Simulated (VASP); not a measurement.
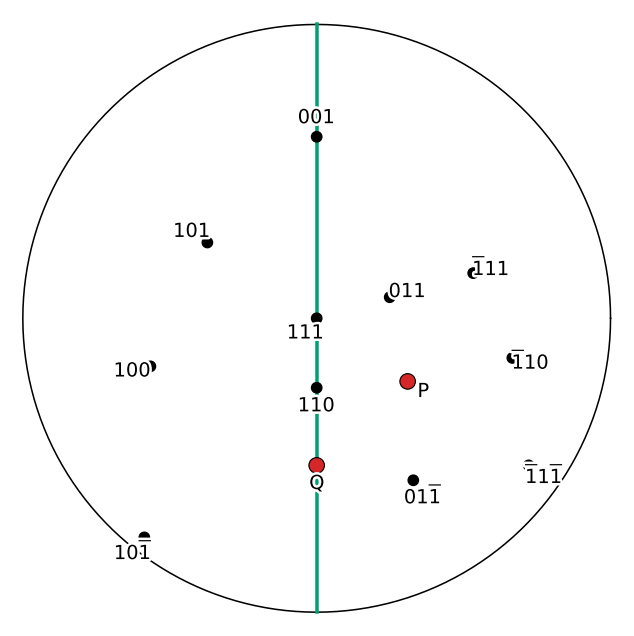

Crystal: SiNi, an entry of the Crystallography Open Database, as set up for an electronic-structure calculation. Stereographic projection of plane normals (upper hemisphere) centred on (1 1 1). Geometry calculated from the standardised cell; symmetry tolerance 0.002 Å.

a = 5.173 Å, b = 3.338 Å, c = 5.605 Å, α = 90.00°, β = 90.00°, γ = 90.00°.

Q: Index the poles marked P, Q.

A: P is (0 1 0), 41.3° from the centre; Q is (1 1 −1), 53.2° from the centre.

Q: Which zone does the coloured great circle trace?

A: The zone [1 −1 0]: its poles satisfy h − k = 0.

Q: What is the angle between the normals of (1 0 −1) and (1 1 −1), and what are their d_hkl = 1/|g|?

A: 48.7°; d = 3.801 Å and 2.508 Å.
